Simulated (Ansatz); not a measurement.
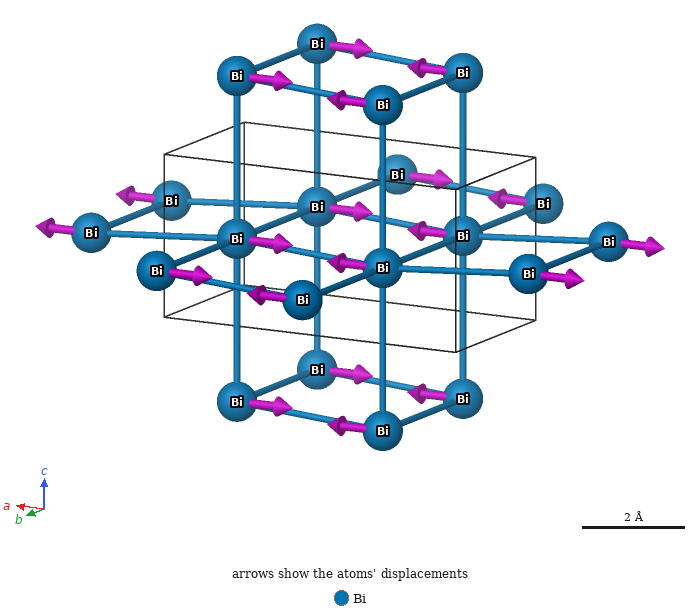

One vibrational mode of solid Bi (a generated structure) at the zone centre. The purple arrows are the displacements of the atoms (eigenvector over the root of the mass), of arbitrary overall length and sign. A ball-and-stick model of the cell of the calculation, seen from a free direction.

Level of theory: DFT PBE, scalar-relativistic, plane waves, PAW in Ansatz 0.2.0.

Input file:
```yaml
crystal:
  lattice:
    - [6.539396404, 0.0, 0.0]
    - [0.0, 3.278554522, 0.0]
    - [0.0, 0.0, 3.2826567067]
  atoms:
    - { symbol: Bi, position: [0.25, 0.0, 0.4643612742] }
    - { symbol: Bi, position: [0.75, 0.0, 0.5356387258] }
basis:
  ecutwfc: 420
kpoints:
  mp_grid: { grid: [10, 20, 16] }
hamiltonian:
  xc: pbe
scf:
  occupations: { method: fermi_dirac, width: 0.15 }
output:
  eigenvalues: true
phonons:
  method: dfpt
  eigenvectors: true
```

Command:
```bash
ansatz run input.yaml --threads 1 --pin off --max-ram 2560MiB --backend cpu --events-out ev --progress --plain --runs-dir out
```

The frequencies depend somewhat on the k-mesh and the smearing.

Give the symmetry, activity and frequency of this mode.

This is the B₂g mode at 58 cm⁻¹, the highest optical level, Raman-active by symmetry. All motion is along a; atoms of one kind move against one another, with no net shift of their sublattice.
